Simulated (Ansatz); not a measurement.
# SnO: single-point calculation

The run: single-point calculation of SnO (P4/nmm, 8 atoms in the cell). Method and program: DFT LDA, scalar-relativistic, plane waves, PAW, no spin polarisation (Ansatz 0.2.0).

The structure derives from an entry of the Crystallography Open Database. It belongs to a series of runs on one base structure; here: the crystal opened by +6.00 A across the cut. Figures and captions count atoms from 1; the log counts them from 0 in places.

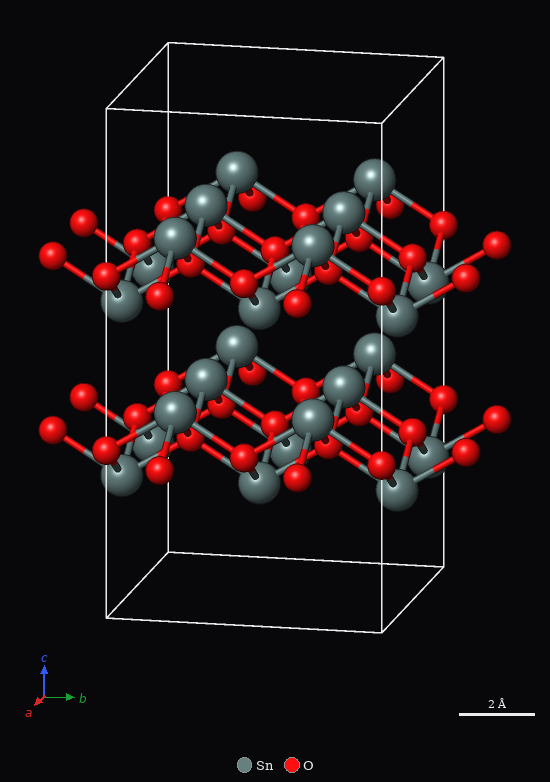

Figure 1. The input geometry (ball-and-stick view of the 2 × 2 repeat of the cell, with the vacuum cut short, seen slightly off an axis; bonded neighbours outside the cell are drawn too). An atom can appear more than once, as a periodic image.

**Input**
```yaml
crystal:
  lattice:
    - [-3.802, 0.0, 0.0]
    - [0.0, -3.802, 0.0]
    - [0.0, 0.0, 15.672]
  atoms:
    - { symbol: Sn, position: [0.0, 0.5, 0.5364590352] }
    - { symbol: Sn, position: [0.0, 0.5, 0.2278832312] }
    - { symbol: Sn, position: [0.5, 0.0, 0.0806925727] }
    - { symbol: Sn, position: [0.5, 0.0, 0.3892683767] }
    - { symbol: O, position: [0.0, 0.0, 0.462863706] }
    - { symbol: O, position: [0.0, 0.0, 0.154287902] }
    - { symbol: O, position: [0.5, 0.5, 0.462863706] }
    - { symbol: O, position: [0.5, 0.5, 0.154287902] }
basis:
  ecutwfc: 420
kpoints:
  mp_grid: { grid: [9, 9, 4] }
hamiltonian:
  xc: lda
scf:
  occupations: { method: gaussian, width: 0.03 }
output:
  forces: true
  stress: true
  eigenvalues: true
  write_density: true
  write_potential: true
  elf: true
  volumetric_format: npy
```

Command:
```bash
ansatz run input.yaml --threads 2 --pin off --max-ram 5120MiB --backend cpu --events-out ev --progress --plain --runs-dir out
```

**What the program printed**
```
Engine: ansatz 0.2.0, aarch64-unknown-linux-gnu
Pseudopotentials: kind: paw
Pseudopotential: Sn, paw, valence charge 14, recommended cutoff 420 eV (normal), Sn.paw.azcp
Pseudopotential: O, paw, valence charge 6, recommended cutoff 420 eV (normal), O.paw.azcp
Functional definition: SPW92
  exchange = slater_x
  correlation = pw_c
Crystal: 8 atoms, lattice volume = 226.542 Å³
Basis set: ecut = 420 eV, 4405 PW (Γ)
Bands: 48, of which v1, the nominal top of the filled ones, is band 40 counted from 1 (39 counted from 0)
Symmetry: 16 space group operations
Space group: P4/nmm (ITA 129), of the structure as read, at distance tolerance 6.1e-5 Å
k-points: 45 of 324
Non-local potential: Sn, projectors of the file, l = 0: 2, l = 1: 2, l = 2: 2, l = 3: 2
Non-local potential: O, projectors of the file, l = 0: 2, l = 1: 2, l = 2: 1
PAW form: soft (Blöchl's): semilocal exchange-correlation on the pseudo side does not see the compensation charge
PAW frozen core: Sn, regenerated for the run's functional, and the local potential with it (the file was generated under x = pbe(κ = 0.804, μ = 0.2195149727645171), c = pbe(β = 0.06672455060314922))
PAW frozen core: O, regenerated for the run's functional, and the local potential with it (the file was generated under x = pbe(κ = 0.804, μ = 0.2195149727645171), c = pbe(β = 0.06672455060314922))
PAW one-centre angular grid: Sn, 590 points (default); XC on 64 Gauss nodes
PAW one-centre angular grid: O, 110 points (default); XC on 64 Gauss nodes
Initial density: superposition of atomic densities (neutral atoms: chi_scale 0, normalization atom), corrected by the library's trained network
Initial wavefunctions: pseudopotential atomic-orbital guess
Functional: x = slater, c = lda
SCF iter   1: F=—  HF=-25739.233890 eV  |F-HF|=—  |Δ(HF+E_count)|=         —  Δρ=1.20e-2  dr2=2.73e-1  ethr=1.77e-3  ⟨swp⟩=7.3  Hψ=8810  notcnv=0  defer=1
preconditioner: auto → Resta (q_TF=auto, 2.294 Å⁻¹)  ε∞=2.6  [insulator: Δε(μ)=1.172 eV  Ē_g=17.652 eV  σ=0.030 eV  W_gap=1.00  n_scr=38 (ndim 8)  ℏωp=22.1 eV  f_vac=0.364  D(μ)=0.00/eV (n_scr^D=0)  ε∞_Penn≈2.6  vacuum switching on, ρ_ref=2.3e-2 e/Å³]
SCF iter   2: F=—  HF=-25739.181785 eV  |F-HF|=—  |Δ(HF+E_count)|=   5.21e-2  Δρ=5.98e-3  dr2=7.25e-2  ethr=3.41e-4  ⟨swp⟩=2.7  Hψ=3732  notcnv=0  defer=119
SCF iter   3: F=—  HF=-25739.166235 eV  |F-HF|=—  |Δ(HF+E_count)|=   1.56e-2  Δρ=1.74e-3  dr2=4.80e-3  ethr=9.07e-5  ⟨swp⟩=2.2  Hψ=3075  notcnv=0  defer=119
SCF iter   4: F=—  HF=-25739.165616 eV  |F-HF|=—  |Δ(HF+E_count)|=   6.19e-4  Δρ=3.35e-4  dr2=1.83e-4  ethr=6.00e-6  ⟨swp⟩=2.6  Hψ=4046  notcnv=0  defer=119
SCF iter   5: F=—  HF=-25739.165645 eV  |F-HF|=—  |Δ(HF+E_count)|=   2.84e-5  Δρ=6.80e-5  dr2=1.46e-5  ethr=2.29e-7  ⟨swp⟩=2.1  Hψ=2928  notcnv=0  defer=119
SCF iter   6: F=—  HF=-25739.165533 eV  |F-HF|=—  |Δ(HF+E_count)|=   1.12e-4  Δρ=1.83e-5  dr2=1.71e-6  ethr=1.83e-8  ⟨swp⟩=2.7  Hψ=4053  notcnv=0  defer=119
SCF iter   7: F=—  HF=-25739.165533 eV  |F-HF|=—  |Δ(HF+E_count)|=   4.31e-8  Δρ=7.56e-6  dr2=2.16e-7  ethr=2.14e-9  ⟨swp⟩=3.0  Hψ=4267  notcnv=0  defer=119
SCF iter   8: F=-25739.165533 eV  HF=-25739.165533 eV  |F-HF|=4.14e-9  |Δ(HF+E_count)|=   5.87e-9  Δρ=1.85e-6  dr2=1.28e-8  ethr=1.25e-10  ⟨swp⟩=17.6  Hψ=17579  notcnv=0
SCF 1 converged in 8 iterations: F = -25739.165533 eV  dr2 = 1.28e-8
  greatest PAW one-centre occupation: 0.995 electrons in one spin orbital (limit 2), on the Sn atom at site 2 (counted from 0), in its partial waves of l = 2
SCF converged after 8 iterations
Free energy (F): -25739.165533 eV
Harris-Foulkes:  -25739.165533 eV  (|F-HF|=4.14e-9)
Internal energy: -25739.165533 eV  (E = F + TS)
E sigma→0 (E₀):  -25739.165533 eV
Fermi energy:    4.492560 eV
--- Per-component energies (eV) ---
  E_band       = -812.122103
  E_kinetic    = 1447.167453
  E_local      = -23560.174224  (includes V_loc(G=0)·N_el)
  E_nonlocal   = 89.009295
  E_hartree    = 11771.720122
  E_xc         = -1805.378205
  E_vxc        = -766.330060  (∫ρ·V_xc dr)
  E_paw        = -16566.792856  (= ΣΔE_a)
  E_vpaw       = -1565.242742  (= ΣTr[D̂ρ^β])
  E_aug_tail   = 0.009833  (compensation charges beyond the density's cutoff)
  E_ewald      = 2883.185770
  E_core_change = 2.087279  (= ΣΔE_core)
  E_smearing   = -0.000000  (= −TS)
  E_closure    = -0.000000  (closes the sum)
  Σ components = -25739.165533   (vs F -25739.165533, Δ=0.00e0)
--- Forces (eV/Å), atoms counted from 1 ---
  atom   1  Sn     0.00000000     0.00000000    -0.23591851
  atom   2  Sn     0.00000000     0.00000000    -0.15196849
  atom   3  Sn     0.00000000     0.00000000     0.23591851
  atom   4  Sn     0.00000000     0.00000000     0.15196849
  atom   5  O      0.00000000     0.00000000    -0.02666985
  atom   6  O      0.00000000     0.00000000     0.02666985
  atom   7  O      0.00000000     0.00000000    -0.02666985
  atom   8  O      0.00000000     0.00000000     0.02666985
  max |Σ_I F_I| component: 1.94e-16 eV/Å
--- Stress (GPa, compression-positive) ---
       -1.943454       0.000000       0.000000
        0.000000      -1.943454       0.000000
        0.000000       0.000000      -1.106460
  P = ⅓ Tr σ = -1.6645 GPa (-16.645 kbar)
--- Band table (eV; the first three rows and the last of 45) ---
  k-point 0: bands = ["-17.5247", "-17.5152", "-17.1102", "-17.1019", "-17.0940", "-17.0940", "-17.0707", "-17.0707", "-17.0514", "-17.0435", "-17.0374", "-17.0210", "-16.9958", "-16.9921", "-16.9830", "-16.9821", "-16.9821", "-16.9803", "-16.9699", "-16.9699", "-15.6620", "-15.6416", "-12.8866", "-12.8862", "-4.6189", "-3.8034", "-1.9509", "-1.9509", "-1.8916", "-1.8916", "-1.5045", "0.1402", "0.8052", "0.8396", "1.1504", "1.1504", "1.1597", "1.1597", "2.6326", "3.8302", "5.8852", "5.9729", "6.1841", "7.6494", "7.6494", "8.4114", "8.4814", "9.0475"]
  k-point 1: bands = ["-17.5247", "-17.5152", "-17.1102", "-17.1019", "-17.0940", "-17.0940", "-17.0707", "-17.0707", "-17.0514", "-17.0435", "-17.0374", "-17.0210", "-16.9958", "-16.9921", "-16.9830", "-16.9821", "-16.9821", "-16.9803", "-16.9700", "-16.9700", "-15.6620", "-15.6416", "-12.8866", "-12.8862", "-4.6189", "-3.8034", "-1.9509", "-1.9509", "-1.8917", "-1.8917", "-1.5043", "0.1395", "0.8050", "0.8391", "1.1504", "1.1504", "1.1597", "1.1597", "2.6356", "3.8260", "5.8860", "5.9329", "6.2388", "7.6495", "7.6495", "8.3798", "8.4562", "9.0472"]
  k-point 2: bands = ["-17.5247", "-17.5152", "-17.1102", "-17.1019", "-17.0940", "-17.0940", "-17.0707", "-17.0707", "-17.0514", "-17.0435", "-17.0374", "-17.0210", "-16.9958", "-16.9921", "-16.9830", "-16.9821", "-16.9821", "-16.9803", "-16.9700", "-16.9700", "-15.6620", "-15.6416", "-12.8866", "-12.8862", "-4.6189", "-3.8036", "-1.9510", "-1.9510", "-1.8918", "-1.8918", "-1.5040", "0.1388", "0.8046", "0.8389", "1.1504", "1.1504", "1.1597", "1.1597", "2.6387", "3.8214", "5.8893", "5.9010", "6.2833", "7.6495", "7.6495", "8.3355", "8.4476", "9.0470"]
  k-point 44: bands = ["-17.4645", "-17.4554", "-17.4495", "-17.4405", "-17.0791", "-17.0779", "-17.0507", "-17.0499", "-17.0492", "-17.0482", "-17.0186", "-17.0182", "-16.9824", "-16.9813", "-16.9715", "-16.9705", "-16.9602", "-16.9578", "-16.9358", "-16.9358", "-13.9129", "-13.8894", "-13.8235", "-13.8013", "-4.8088", "-4.7621", "-4.7212", "-4.6661", "-1.3134", "-1.1355", "-1.0296", "-0.9023", "1.6621", "1.6777", "1.8197", "1.8200", "1.8908", "1.9090", "2.3769", "2.5051", "5.1179", "5.1840", "6.6711", "6.8861", "7.7348", "7.8157", "8.8963", "9.1833"]
```

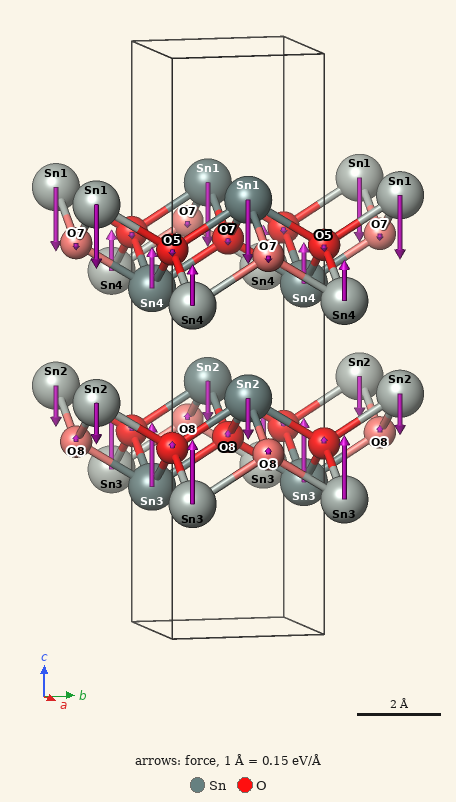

Figure 2. Forces on the atoms as pink arrows (ball-and-stick view of the cell of the calculation, with the vacuum cut short, seen slightly off an axis; neighbours outside the cell are drawn fainter; atoms are numbered from 1 in the order of the input). The largest act on Sn1, Sn3 (0.24 eV/Å); Sn2, Sn4 (0.15 eV/Å). The geometry is not a stationary point of this energy.

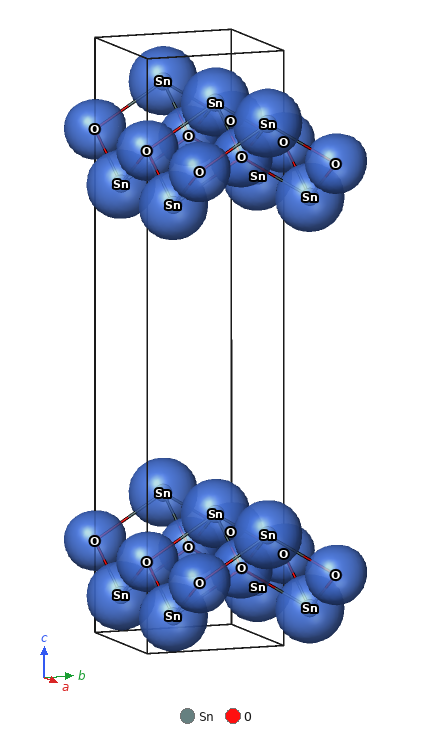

Figure 3. Isosurface of the valence pseudo-density at 0.8 e/Å³ (blue), seen slightly off an axis. Sticks mark near contacts. The outline is the cell set on symmetry axes. At this value the density breaks into separate islands; it holds about 70 % of the electrons treated as valence (semicore included). It is pinched off along the Sn–O (2.22 Å) contacts. On the grid the lowest density along these lines, outside the cores, is 0.48 e/Å³ (Sn–O, 2.22 Å). Core electrons are frozen (PAW), so the fields are smoothed inside the atomic spheres.

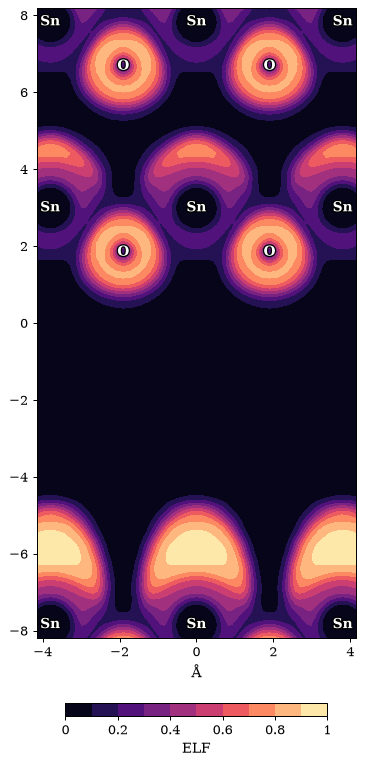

Figure 4. Electron localisation function on the (010) plane of the conventional cell. The section cuts through Sn and O sites. Sn–O (2.22 Å): the ELF is about 0.20 at the midpoint.

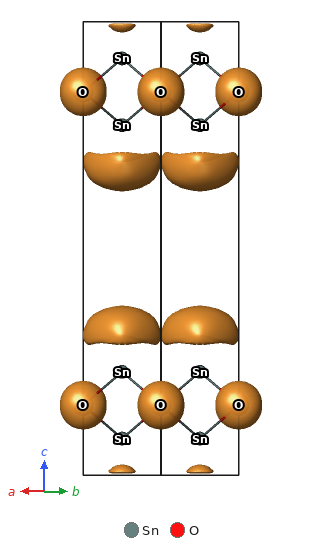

Figure 5. Isosurface of the electron localisation function at 0.7 (orange), seen along [110]. Only the valence region is drawn (cores and ρ < 0.01 e/Å³ removed). Sticks mark near contacts. The outline is the cell set on symmetry axes. Along the contacts the grid gives the following. Sn–O (2.22 Å): the ELF is about 0.20 at the midpoint.

**Summary**

```json
{"quantity": "outcome", "value": "converged"}
{"quantity": "space group (tolerance 0.01 Å)", "value": "P4/nmm (129)"}
{"quantity": "electrons treated", "value": "80"}
{"quantity": "free energy", "value": "−25739.1655 eV"}
{"quantity": "Fermi energy", "value": "4.493 eV"}
{"quantity": "gap on the k-point mesh", "value": "1.25 eV"}
{"quantity": "pressure", "value": "−1.66 GPa"}
{"quantity": "largest force (length of the vector)", "value": "0.236 eV/Å"}
{"quantity": "hardware", "value": "2 threads of Arm Neoverse V2, 24 GiB of memory available, shared host"}
{"quantity": "wall time", "value": "19 s (CPU time 37 s)"}
{"quantity": "peak memory", "value": "0.62 GiB"}
```
